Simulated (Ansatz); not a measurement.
BaO, space group Fm-3m (No. 225), a = 5.500 Å, b = 5.500 Å, c = 5.500 Å, α = 90.00°, β = 90.00°, γ = 90.00°

| site | Wyckoff | x | y | z |
| --- | --- | --- | --- | --- |
| Ba | 4a | 0.0000 | 0.0000 | 0.0000 |
| O | 4b | 0.0000 | 0.0000 | 0.5000 |

Origin: a calculation's input that goes back to an entry of the Crystallography Open Database (an earlier step may have relaxed or displaced it).

Describe the coordination of Ba.

BaO6: an essentially ideal octahedron (coordination number 6, S = 0.00; next best trigonal prism, S = 16.7). Bonds: 6 × Ba–O 2.75 Å. The next neighbour, not counted, lies at 3.89 Å.

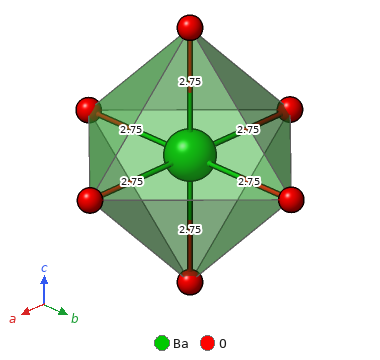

The polyhedron about Ba. Continuous shape measures are computed against ideal polyhedra (0 is ideal; above about 3 the distortion is strong).
